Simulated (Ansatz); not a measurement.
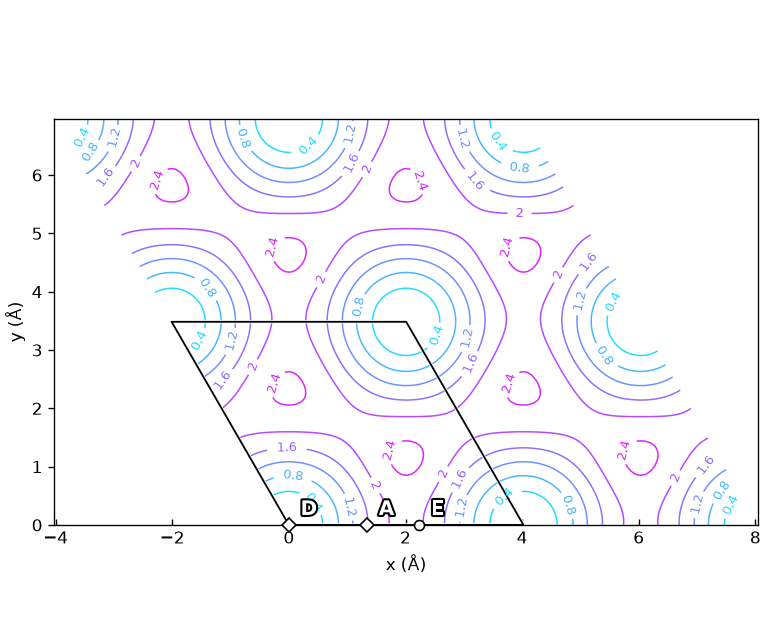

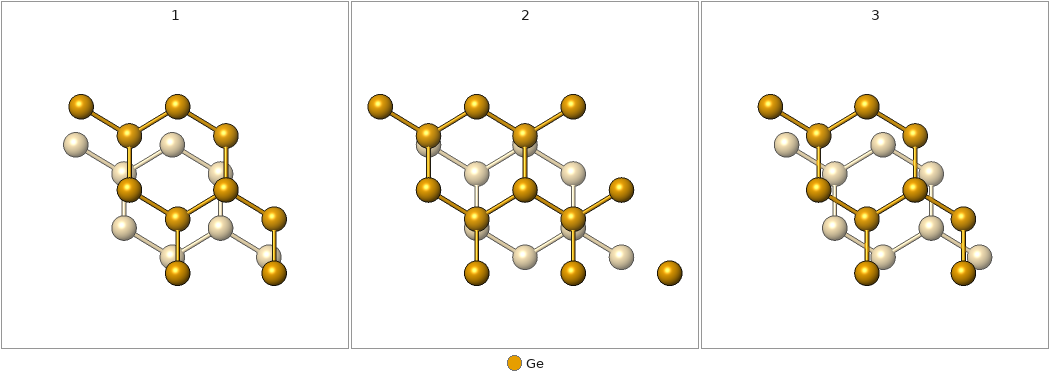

A bilayer of two Ge sheets of the honeycomb type (4 atoms in the cell). The upper layer of a bilayer is slid over the lower one; relaxed at each slide: nothing; the origin of the map has Ge4 above Ge1; the distance between the facing planes is held at 4.25 Å. Places are given modulo a cell vector. The map is drawn in real space over the plane of the slide. The grid has 9 × 9 points; 19 points were computed and 62 follow by symmetry. Energies: meV/Å², counted from the lowest grid point. At a held distance the lowest stacking need not be the one that binds best once the distance relaxes. Computed with Ansatz, DFT PBE+D3(BJ), scalar-relativistic, plane waves, PAW. Settings: cutoff 420 eV, k-mesh 9×9×1, gaussian smearing 0.1 eV, no spin polarisation.

In the figure: contour lines labelled in meV/Å², the outline of one cell of the 2 × 2 shown, lettered points. Between grid points the surface is interpolated. The numbered pictures are the structures at these points, in random order. They are seen from 5° off the normal. The lower layer is drawn fainter.

Question: Which structure belongs to which point?

Answer: A is structure 3: (3/9, 0/9) of the cell vectors, 1.58 meV/Å²; D is structure 2: (0/9, 0/9) of the cell vectors, 0.00 meV/Å²; E is structure 1: (5/9, 0/9) of the cell vectors, 2.05 meV/Å².

PAW datasets: the set soft_1.
